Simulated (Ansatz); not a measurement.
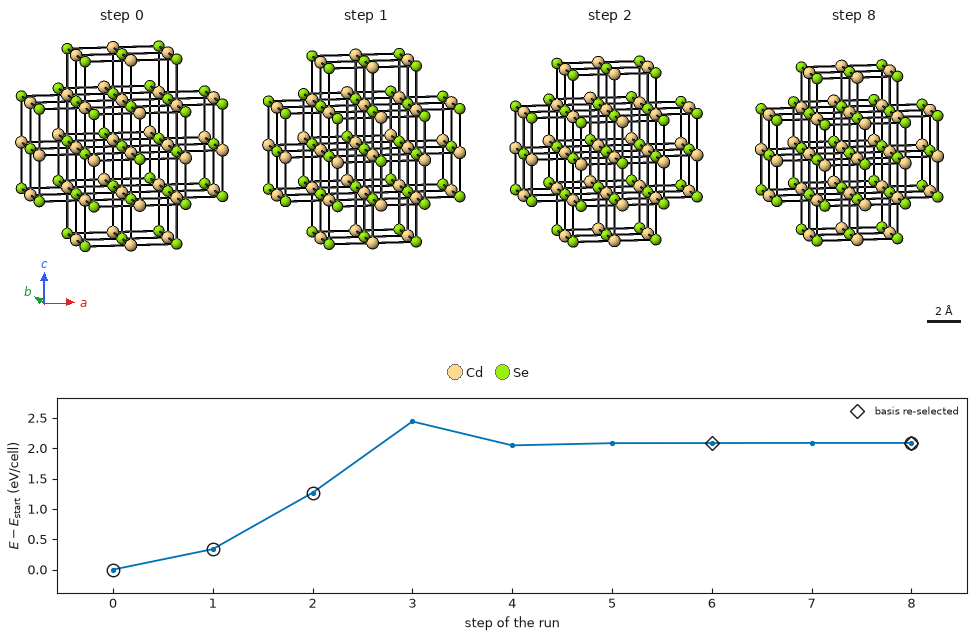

Frames of a relaxation of solid CdSe (set up in Fm-3m) (coarse preliminary run), marked on the history of the run. A ball-and-stick model of the conventional cell (4 times the calculation's cell), seen slightly off an axis. Lengths and directions refer to the drawn axes.

Case: input drawn at random.

Level of theory: DFT PBEsol, scalar-relativistic, plane waves, PAW (Ansatz 0.2.0). (plane-wave cutoff 420 eV; occupations tetrahedron; no spin polarisation; cell and atoms relaxed; force threshold 0.007 eV/Å; at most 10 steps)

> What happens along the run?

No atom moves by more than 0.005 Å relative to the cell. The volume changes by −32.3 %, with a = b = c 5.748 → 5.046 Å (−12.2 %). Among the contacts that change: Cd–Se 2.874 → 2.523 Å. The space group stays Fm-3m (No. 225). The energy rises by 2.088 eV per cell of the calculation in 6 accepted moves (8 points after the start). With the target pressure of 60 GPa, the enthalpy E + pV changes by −3.661 eV per cell of the calculation. All forces vanish by symmetry, so only the cell relaxes. The pressure goes from 1.40 to 60.00 GPa. At 2 points the geometry stayed and the basis and grid were re-selected for the new cell (energy shift of 2.1 meV per cell of the calculation at most each time). The run took about 13 core-seconds on a shared host. From step 0 to 1: volume −13.9 %, energy +0.337 eV per cell of the calculation. From step 1 to 2: volume −14.6 %, energy +0.929 eV per cell of the calculation. From step 2 to 8: volume −7.9 %, energy +0.821 eV per cell of the calculation.

```json
{"step": "0", "E − E(0), meV/atom": "0.00", "pressure, GPa": "1.40", "volume, Å³/atom": "23.738", "note": ""}
{"step": "1", "E − E(0), meV/atom": "168.71", "pressure, GPa": "13.04", "volume, Å³/atom": "20.433", "note": ""}
{"step": "2", "E − E(0), meV/atom": "633.26", "pressure, GPa": "38.93", "volume, Å³/atom": "17.449", "note": ""}
{"step": "3", "E − E(0), meV/atom": "1220.76", "pressure, GPa": "69.07", "volume, Å³/atom": "15.603", "note": ""}
{"step": "4", "E − E(0), meV/atom": "1023.72", "pressure, GPa": "59.07", "volume, Å³/atom": "16.116", "note": ""}
{"step": "5", "E − E(0), meV/atom": "1041.93", "pressure, GPa": "60.00", "volume, Å³/atom": "16.065", "note": ""}
{"step": "6", "E − E(0), meV/atom": "1042.96", "pressure, GPa": "59.95", "volume, Å³/atom": "16.065", "note": "same geometry, new basis"}
{"step": "7", "E − E(0), meV/atom": "1043.95", "pressure, GPa": "60.00", "volume, Å³/atom": "16.063", "note": ""}
{"step": "8", "E − E(0), meV/atom": "1043.95", "pressure, GPa": "60.00", "volume, Å³/atom": "16.063", "note": "same geometry, new basis"}
```
